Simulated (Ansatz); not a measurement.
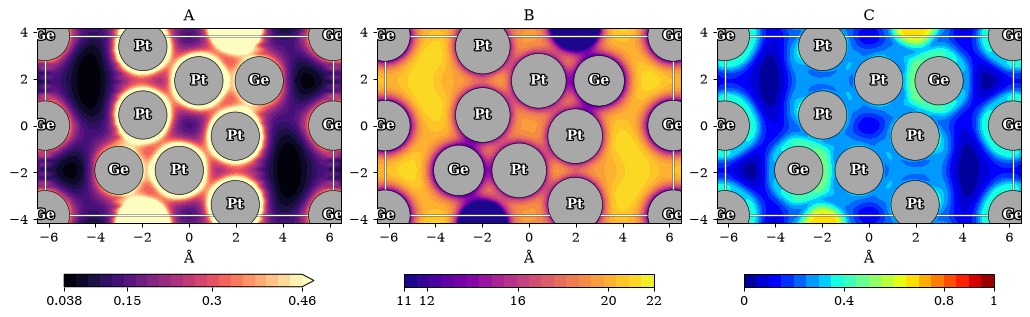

Ge2Pt3: 3 fields on the (100) plane of the conventional cell, with unlabelled colour scales. Grey discs cover the atomic cores.

Space group Cmcm; a structure generated by program, which may or may not match a known phase; computed pressure about −5 GPa in this cell.

Theory: DFT r2SCAN, scalar-relativistic, plane waves, PAW in Ansatz 0.2.0.

```
CELL_PARAMETERS angstrom
3.53059 0.00000 0.00000
0.00000 12.31609 0.00000
0.00000 0.00000 7.65684
ATOMIC_POSITIONS crystal
Ge 0.00000 0.50000 0.50000
Ge 0.50000 0.00000 0.50000
Ge 0.00000 0.50000 0.00000
Ge 0.50000 0.00000 0.00000
Ge 0.00000 0.24338 0.25000
Ge 0.50000 0.74338 0.25000
Ge 0.00000 0.75662 0.75000
Ge 0.50000 0.25662 0.75000
Pt 0.00000 0.03386 0.25000
Pt 0.50000 0.53386 0.25000
Pt 0.00000 0.96614 0.75000
Pt 0.50000 0.46614 0.75000
Pt 0.00000 0.83965 0.44095
Pt 0.50000 0.33965 0.44095
Pt 0.00000 0.16035 0.55905
Pt 0.50000 0.66035 0.55905
Pt 0.00000 0.16035 0.94095
Pt 0.50000 0.66035 0.94095
Pt 0.00000 0.83965 0.05905
Pt 0.50000 0.33965 0.05905
```

The panels show electron localisation function, electrostatic potential energy of an electron and valence pseudo-density in some order. Assign them.

Answer. Panel A: valence pseudo-density. Panel B: electrostatic potential energy of an electron (low next to the atoms, rising into the space between them). Panel C: electron localisation function. From the grid: Ge–Pt (2.58 Å): ρ is about 0.46 e/Å³ halfway, with its minimum of 0.41 e/Å³ about 1.2 Å from Ge; the ELF is about 0.40 at the midpoint.
